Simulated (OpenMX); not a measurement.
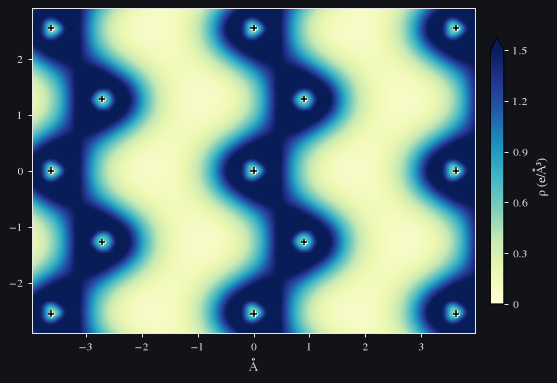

The valence electron density on a plane through atoms (crosses mark nuclei in the plane).

The calculation used OpenMX 3.8.5, Kohn-Sham DFT of a periodic cell, PBE, spin-orbit coupling, OpenMX 2013 PBE set.

Candidates:
A. C, a = 3.61 Å, b = 3.61 Å, c = 3.61 Å, α = 90.00°, β = 90.00°, γ = 90.00°. Space group Fd-3m.
B. Mo, a = 3.41 Å, b = 3.41 Å, c = 3.41 Å, α = 90.00°, β = 90.00°, γ = 90.00°. Space group Im-3m; a structure from a database of computed crystals, not necessarily the ambient phase.

Q: Which candidate gave the map?

A: Candidate A: C on the (011) plane of the conventional cell, which holds C. C–C (1.56 Å): the density is about 1.5 e/Å³ at the midpoint.
